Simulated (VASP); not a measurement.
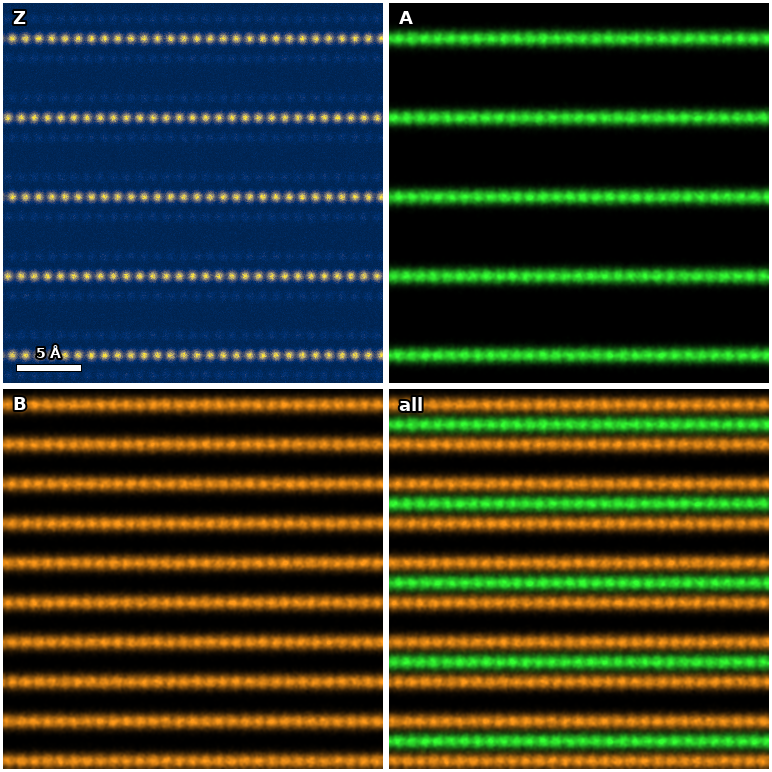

WS$_{2}$ (P6_3/mmc, No. 194) along [310]. Panel Z: The image is simulated as a sum over atoms of Z^1.7, blurred by a 0.58 Å probe (no channelling). Shot noise was added. The other panels are simulated element maps (the number of atoms of one element along the beam, blurred by 0.9 Å, with counting noise; each on its own scale, no channelling); the last overlays them. Model: an entry of the Crystallography Open Database, as set up for an electronic-structure calculation.

```cif
data_structure
_symmetry_space_group_name_H-M 'P6_3/mmc'
_symmetry_Int_Tables_number 194
_cell_length_a 3.1800
_cell_length_b 3.1800
_cell_length_c 12.5000
_cell_angle_alpha 90.000
_cell_angle_beta 90.000
_cell_angle_gamma 120.000
_cell_volume 109.47
loop_
_atom_site_label
_atom_site_type_symbol
_atom_site_symmetry_multiplicity
_atom_site_Wyckoff_symbol
_atom_site_fract_x
_atom_site_fract_y
_atom_site_fract_z
_atom_site_occupancy
W1 W 2 c 0.66667 0.33333 0.75000 1
S1 S 4 f 0.66667 0.33333 0.37500 1
```

Question: Which element does each lettered map show?

Answer: A: W, B: S. The projected cell (1.04 × 12.50 Å, 90°) holds 6 columns: 4 of S and 2 of W. No column is shared by two of the mapped elements.
